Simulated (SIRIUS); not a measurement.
System: RbBr, space group Fm-3m (No. 225).

Starting cell:
```
CELL_PARAMETERS angstrom
0.00000 3.42700 3.42700
3.42700 0.00000 3.42700
3.42700 3.42700 0.00000
ATOMIC_POSITIONS crystal
Rb 0.00000 0.00000 0.00000
Br 0.50000 0.50000 0.50000
```

Computed with SIRIUS 7.10.0: plane-wave DFT, no spin polarisation; energies at scaled volumes of the given cell, shape and fractions fixed, counted from the fit's minimum, third-order Birch-Murnaghan fit. Level: PBEsol.

k mesh 7×7×7; occupations Fermi–Dirac; smearing width 0.05 eV; potentials dojo sr pbesol 0.4.1 standard; wave cutoff 629.1 eV; density cutoff 2517 eV.

Describe the result: the energy and pressure against volume. The volume takes the values 37.83, 38.64, 39.44, 40.25, 41.05, 41.86, 42.66 Å³/atom.

A third-order Birch–Murnaghan fit gives V0 = 40.08 Å³/atom, B0 = 13.9 GPa and B′ = 5.2. The energy is 6.14 meV/atom at volume 37.83 Å³/atom and 6.36 meV/atom at 42.66 Å³/atom; the lowest computed point is at volume 40.25 Å³/atom (0.03 meV/atom). The pressure falls from 0.92 GPa at volume 37.83 Å³/atom to −0.75 GPa at 42.66 Å³/atom, and changes sign near 40.05 Å³/atom.

```tsv
volume (Å³/atom)	energy (meV/atom)	pressure (GPa)
37.83	6.14	0.92
38.64	2.42	0.55
39.44	0.45	0.22
40.25	0.03	-0.07
41.05	0.98	-0.32
41.86	3.13	-0.55
42.66	6.36	-0.75
```

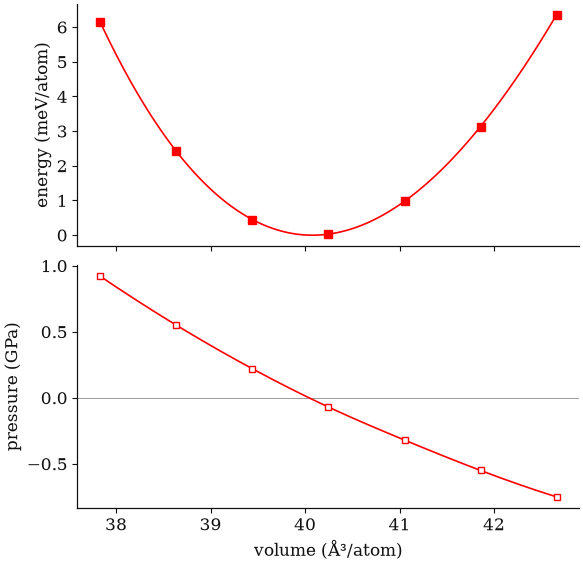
